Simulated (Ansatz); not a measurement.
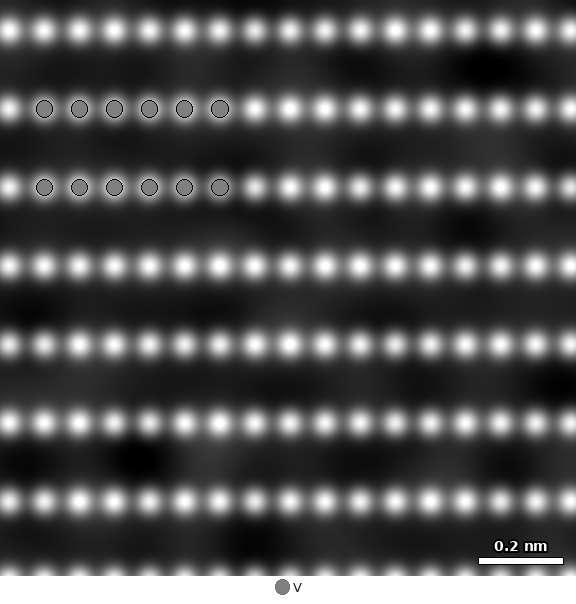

HAADF-like image of V (Fm-3m, No. 225) along [210]. Simulated incoherent Z contrast: every atom adds Z^1.8 spread by a probe of 0.54 Å full width; channelling and multiple scattering are left out. The probe carries 15 % of its weight in a tail 2.5 times as wide. The speckle of an amorphous layer was added. Atomic positions: the geometry relaxed with DFT, PBE, plane waves (420 eV) with PAW, scalar-relativistic (Ansatz 0.2.0); the starting structure was generated, so it need not be a known form of this composition.

Coloured dots in one corner mark the columns of the model.

### Describe what the image shows.

The columns repeat on a rectangular net of 0.85 × 1.91 Å (plane group p2mm). All columns are alike (V). The shortest distance between visible columns is 0.85 Å in projection. Along the beam the structure repeats every 8.54 Å.
